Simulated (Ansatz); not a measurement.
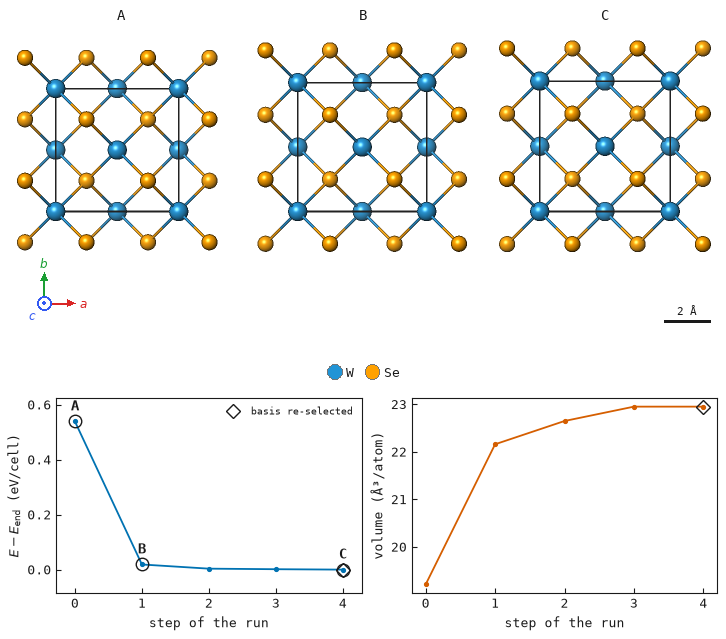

Frames of a relaxation of solid WSe (built on the zinc blende type) (coarse preliminary run), marked on the history of the run. The picture is a ball-and-stick view of the conventional cell (4 times the calculation's cell), seen along the c axis. Lengths and directions refer to the drawn axes.

Computed with DFT PBE, scalar-relativistic, plane waves, PAW in Ansatz 0.2.0.

Input file:
```yaml
crystal:
  lattice:
    - [0.0, 2.6782044124, 2.6782044124]
    - [2.6782044124, 0.0, 2.6782044124]
    - [2.6782044124, 2.6782044124, 0.0]
  atoms:
    - { symbol: W, position: [0.0, 0.0, 0.0], spin: 0.18 }
    - { symbol: Se, position: [0.25, 0.25, 0.25] }
basis:
  ecutwfc: 420
kpoints:
  mp_grid: { grid: [6, 6, 6] }
hamiltonian:
  xc: pbe
scf:
  occupations: { method: gaussian, width: 0.1 }
output:
  forces: true
  stress: true
  eigenvalues: true
  populations: true
magnetization:
  spin_polarized: true
relax:
  adjacent_minimum: "off"
  f_tol: 0.05
  max_steps: 80
  cell: { stress_tol: 0.5 }
```

Run as
```bash
ansatz run input.yaml --threads 1 --pin off --max-ram 2560MiB --backend cpu --events-out ev --progress --plain --runs-dir out
```

> What happens along the run?

No atom moves by more than 0.005 Å relative to the cell. The volume changes by +19.5 %, with a = b = c 5.356 → 5.684 Å (+6.1 %). Some distances before and after: W1–Se2 2.319 → 2.461 Å. The space group stays F-43m (No. 216). The energy falls by 0.539 eV per cell of the calculation in 3 accepted moves (4 points after the start). All forces vanish by symmetry, so only the cell relaxes. The pressure goes from 28.85 to −0.19 GPa. The SCF was repeated once at an unchanged geometry on a basis and grid sized afresh for the cell, which shifted the energy by 1.5 meV per cell of the calculation at most. The run took 44 s on 1 thread of Arm Neoverse V1 (shared host), peak memory 0.37 GiB. From step 0 to 1: volume +15.3 %, energy −0.520 eV per cell of the calculation. From step 1 to 4: volume +3.6 %, energy −18.7 meV per cell of the calculation.
